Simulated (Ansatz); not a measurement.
**Al₇Cu: a changed input and its effect**

System: Al₇Cu (Fm-3m, 8 atoms in the cell).
Method of the first run: DFT PBE, scalar-relativistic, plane waves, PAW, no spin polarisation (Ansatz 0.2.0).

The structure was made by a generator, so it may or may not be a known phase. Text and figures count atoms from 1; the logs count them from 0 in places.

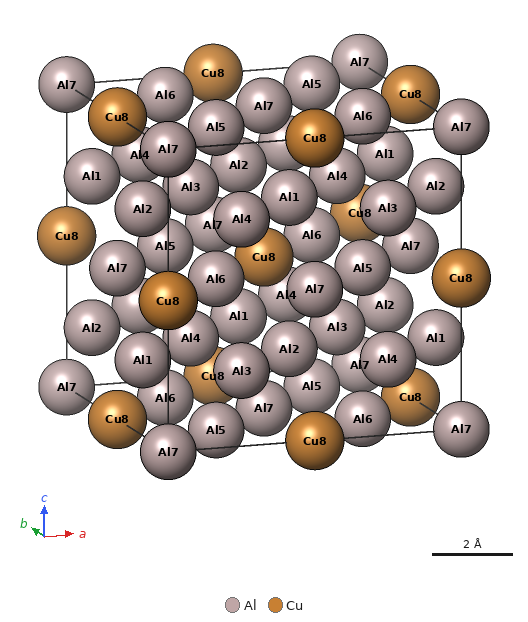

Fig. 1: The input geometry (spheres-only view of the cell 4 times as large as that of the calculation, set on its symmetry axes, seen slightly off an axis; atoms are numbered from 1 in the order of the input).

### Input file, the first run
```yaml
crystal:
  lattice:
    - [0.0, 3.8985210993, 3.8985210993]
    - [3.8985210993, 0.0, 3.8985210993]
    - [3.8985210993, 3.8985210993, 0.0]
  atoms:
    - { symbol: Al, position: [0.5, 0.0, 0.0] }
    - { symbol: Al, position: [0.0, 0.5, 0.5] }
    - { symbol: Al, position: [0.0, 0.5, 0.0] }
    - { symbol: Al, position: [0.5, 0.0, 0.5] }
    - { symbol: Al, position: [0.0, 0.0, 0.5] }
    - { symbol: Al, position: [0.5, 0.5, 0.0] }
    - { symbol: Al, position: [0.0, 0.0, 0.0] }
    - { symbol: Cu, position: [0.5, 0.5, 0.5] }
basis:
  ecutwfc: 420
kpoints:
  mp_grid: { grid: [8, 8, 8] }
hamiltonian:
  xc: pbe
scf:
  occupations: { method: gaussian, width: 0.1 }
output:
  forces: true
  stress: true
  eigenvalues: true
```

Command:
```bash
ansatz run input.yaml --threads 1 --pin off --max-ram 2048MiB --backend cpu --events-out ev --progress --plain --runs-dir out
```

Hardware: 1 thread of Intel Xeon @ 3.00GHz (Skylake/Cascade Lake), 64 GiB of memory available, shared host.

### Output, shortened to warnings, some set-up lines, iterations and results (the first run)
```
Basis set: ecut = 420 eV, 2277 PW (Γ), exchange–correlation on 80×80×80 points (8 copies of the dense FFT grid, shifted against one another)
Symmetry: 48 space group operations
k-points: 29 of 512
Initial density: superposition of atomic densities (neutral atoms: chi_scale 0, normalization atom), corrected by the library's trained network
[...]
SCF iter   1: F=—  HF=-10387.691620 eV  |F-HF|=—  |Δ(HF+E_count)|=         —  Δρ=2.21e-3  dr2=8.60e-3  ethr=1.77e-3  ⟨swp⟩=8.2  Hψ=4262  notcnv=0  defer=1
SCF iter   2: F=—  HF=-10387.692158 eV  |F-HF|=—  |Δ(HF+E_count)|=   5.38e-4  Δρ=1.21e-3  dr2=2.73e-3  ethr=2.15e-5  ⟨swp⟩=1.2  Hψ=1065  notcnv=0  defer=1
SCF iter   3: F=—  HF=-10387.691816 eV  |F-HF|=—  |Δ(HF+E_count)|=   3.42e-4  Δρ=1.04e-3  dr2=1.39e-3  ethr=6.83e-6  ⟨swp⟩=2.5  Hψ=1308  notcnv=0  defer=1
SCF iter   4: F=—  HF=-10387.691569 eV  |F-HF|=—  |Δ(HF+E_count)|=   2.47e-4  Δρ=1.18e-4  dr2=2.53e-5  ethr=3.47e-6  ⟨swp⟩=2.1  Hψ=1029  notcnv=0  defer=1
SCF iter   5: F=—  HF=-10387.691558 eV  |F-HF|=—  |Δ(HF+E_count)|=   1.11e-5  Δρ=3.11e-5  dr2=8.19e-7  ethr=6.33e-8  ⟨swp⟩=2.0  Hψ=1157  notcnv=0  defer=1
SCF iter   6: F=-10387.691558 eV  HF=-10387.691558 eV  |F-HF|=2.16e-8  |Δ(HF+E_count)|=   3.40e-8  Δρ=9.18e-6  dr2=5.80e-8  ethr=2.50e-10  ⟨swp⟩=8.2  Hψ=3443  notcnv=0
SCF 1 converged in 6 iterations: F = -10387.691558 eV  dr2 = 5.80e-8
SCF converged after 6 iterations
Free energy (F): -10387.691558 eV
Harris-Foulkes:  -10387.691558 eV  (|F-HF|=2.16e-8)
Internal energy: -10387.680274 eV  (E = F + TS)
E sigma→0 (E₀):  -10387.685916 eV
Entropy (-TS):   -0.011284 eV (-1.410 meV/atom)
Fermi energy:    9.625531 eV
--- Per-component energies (eV) ---
  E_band       = -405.175551
  E_kinetic    = 467.832510
  E_local      = -6474.090224  (includes V_loc(G=0)·N_el)
  E_nonlocal   = 460.450022
  E_hartree    = 2969.370352
  E_xc         = -371.620924
  E_vxc        = -323.416634  (∫ρ·V_xc dr)
  E_paw        = -4933.282762  (= ΣΔE_a)
  E_vpaw       = -474.672699  (= ΣTr[D̂ρ^β])
  E_aug_tail   = 0.000269  (compensation charges beyond the density's cutoff)
  E_ewald      = -2506.339517
  E_smearing   = -0.011284  (= −TS)
  E_closure    = -0.000000  (closes the sum)
  Σ components = -10387.691558   (vs F -10387.691558, Δ=0.00e0)
--- Forces (eV/Å), atoms counted from 1 ---
  atom   1  Al    -0.00000000     0.00000000     0.00000000
  atom   2  Al    -0.00000000    -0.00000000     0.00000000
  atom   3  Al     0.00000000     0.00000000    -0.00000000
  atom   4  Al     0.00000000    -0.00000000    -0.00000000
  atom   5  Al     0.00000000     0.00000000     0.00000000
  atom   6  Al     0.00000000    -0.00000000    -0.00000000
  atom   7  Al    -0.00000000     0.00000000     0.00000000
  atom   8  Cu     0.00000000     0.00000000     0.00000000
  max |Σ_I F_I| component: 2.79e-28 eV/Å
--- Stress (GPa, compression-positive) ---
        6.134150      -0.000000       0.000000
        0.000000       6.134150       0.000000
        0.000000      -0.000000       6.134150
  P = ⅓ Tr σ = 6.1342 GPa (61.342 kbar)
```

For the second run the input was changed thus:
```diff
-    - [0.0, 3.8985210993, 3.8985210993]
-    - [3.8985210993, 0.0, 3.8985210993]
-    - [3.8985210993, 3.8985210993, 0.0]
+    - [0.0, 4.0191697223, 4.0191697223]
+    - [4.0191697223, 0.0, 4.0191697223]
+    - [4.0191697223, 4.0191697223, 0.0]
```

What does this change do to the results?

With the same functional and potentials, the second run lies 13.5 meV per atom lower. The pressure goes from 6.13 to −2.37 GPa. The volume per atom goes from 14.81 to 16.23 Å³. The number of SCF iterations is the same. The plane waves at Γ go from 2277 to 2637.

### Output, shortened to warnings, some set-up lines, iterations and results (the second run)
```
Basis set: ecut = 420 eV, 2637 PW (Γ), exchange–correlation on 80×80×80 points (8 copies of the dense FFT grid, shifted against one another)
Symmetry: 48 space group operations
k-points: 29 of 512
Initial density: superposition of atomic densities (neutral atoms: chi_scale 0, normalization atom), corrected by the library's trained network
[...]
SCF iter   1: F=—  HF=-10387.799288 eV  |F-HF|=—  |Δ(HF+E_count)|=         —  Δρ=2.08e-3  dr2=8.50e-3  ethr=1.77e-3  ⟨swp⟩=8.1  Hψ=4207  notcnv=0  defer=1
SCF iter   2: F=—  HF=-10387.800149 eV  |F-HF|=—  |Δ(HF+E_count)|=   8.61e-4  Δρ=1.03e-3  dr2=2.84e-3  ethr=2.13e-5  ⟨swp⟩=1.4  Hψ=1077  notcnv=0  defer=1
SCF iter   3: F=—  HF=-10387.799723 eV  |F-HF|=—  |Δ(HF+E_count)|=   4.26e-4  Δρ=9.44e-4  dr2=1.40e-3  ethr=7.09e-6  ⟨swp⟩=2.4  Hψ=1260  notcnv=0  defer=1
SCF iter   4: F=—  HF=-10387.799487 eV  |F-HF|=—  |Δ(HF+E_count)|=   2.36e-4  Δρ=1.20e-4  dr2=3.51e-5  ethr=3.50e-6  ⟨swp⟩=2.2  Hψ=1089  notcnv=0  defer=1
SCF iter   5: F=—  HF=-10387.799614 eV  |F-HF|=—  |Δ(HF+E_count)|=   1.27e-4  Δρ=3.09e-5  dr2=1.17e-6  ethr=8.79e-8  ⟨swp⟩=2.0  Hψ=1164  notcnv=0  defer=1
SCF iter   6: F=-10387.799614 eV  HF=-10387.799614 eV  |F-HF|=6.93e-9  |Δ(HF+E_count)|=   2.45e-7  Δρ=4.92e-6  dr2=2.67e-8  ethr=2.50e-10  ⟨swp⟩=7.0  Hψ=3565  notcnv=0
SCF 1 converged in 6 iterations: F = -10387.799614 eV  dr2 = 2.67e-8
SCF converged after 6 iterations
Free energy (F): -10387.799614 eV
Harris-Foulkes:  -10387.799614 eV  (|F-HF|=6.93e-9)
Internal energy: -10387.786776 eV  (E = F + TS)
E sigma→0 (E₀):  -10387.793195 eV
Entropy (-TS):   -0.012839 eV (-1.605 meV/atom)
Fermi energy:    8.547792 eV
--- Per-component energies (eV) ---
  E_band       = -436.290184
  E_kinetic    = 456.840916
  E_local      = -6587.945686  (includes V_loc(G=0)·N_el)
  E_nonlocal   = 461.063651
  E_hartree    = 3013.879764
  E_xc         = -366.454920
  E_vxc        = -316.649459  (∫ρ·V_xc dr)
  E_paw        = -4934.067313  (= ΣΔE_a)
  E_vpaw       = -477.355589  (= ΣTr[D̂ρ^β])
  E_aug_tail   = 0.000290  (compensation charges beyond the density's cutoff)
  E_ewald      = -2431.103477
  E_smearing   = -0.012839  (= −TS)
  E_closure    = -0.000000  (closes the sum)
  Σ components = -10387.799614   (vs F -10387.799614, Δ=0.00e0)
--- Forces (eV/Å), atoms counted from 1 ---
  atom   1  Al    -0.00000000    -0.00000000     0.00000000
  atom   2  Al    -0.00000000     0.00000000     0.00000000
  atom   3  Al     0.00000000     0.00000000     0.00000000
  atom   4  Al     0.00000000     0.00000000    -0.00000000
  atom   5  Al    -0.00000000     0.00000000     0.00000000
  atom   6  Al    -0.00000000    -0.00000000    -0.00000000
  atom   7  Al    -0.00000000     0.00000000     0.00000000
  atom   8  Cu     0.00000000     0.00000000     0.00000000
  max |Σ_I F_I| component: 2.52e-28 eV/Å
--- Stress (GPa, compression-positive) ---
       -2.370277       0.000000       0.000000
        0.000000      -2.370277      -0.000000
        0.000000      -0.000000      -2.370277
  P = ⅓ Tr σ = -2.3703 GPa (-23.703 kbar)
```

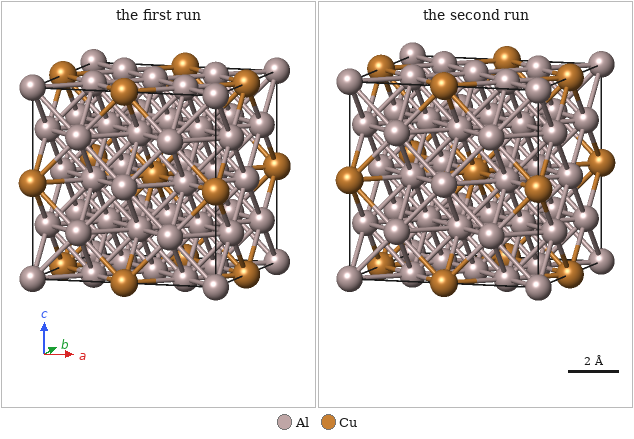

Fig. 2: The two input geometries at one scale (ball-and-stick view of the cell 4 times as large as that of the calculation, set on its symmetry axes, seen slightly off an axis). The atoms keep their places relative to the cell (all moves are under 0.005 Å). The drawn cell changes as follows: a = b = c 7.797 → 8.038 Å (+3.1 %); the volume changes by +9.6 %. Among the contacts that change: Al–Cu 2.757 → 2.842 Å, Al–Al 2.757 → 2.842 Å.

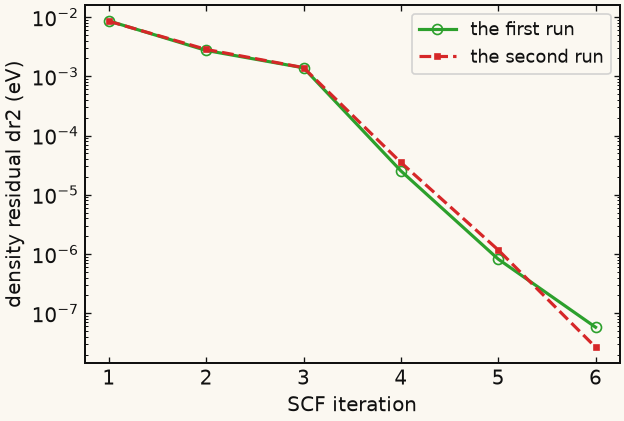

Fig. 3: Convergence of the two runs: density residual dr2 against the SCF iteration. The first run takes 6 iterations in all, and the second run takes 6.

### The two runs side by side

| quantity | the first run | the second run |
| --- | --- | --- |
| outcome | converged | converged |
| free energy per atom (eV) | −1298.4614 | −1298.4750 |
| energy per atom, smearing taken to zero (eV) | −1298.4607 | −1298.4741 |
| gap on the mesh (eV) | 0.00 | 0.00 |
| pressure (GPa) | 6.13 | −2.37 |
| volume per atom (Å³) | 14.81 | 16.23 |
| largest force (eV/Å) | 0.000 | 0.000 |
| SCF iterations | 6 | 6 |
| irreducible k-points | 29 | 29 |
| plane waves at Γ | 2277 | 2637 |
| wall time (shared host) | 4.7 s | 5 s |

For the first run: The cell is under a pressure of 6.1 GPa at this level, so it is not at its equilibrium volume.
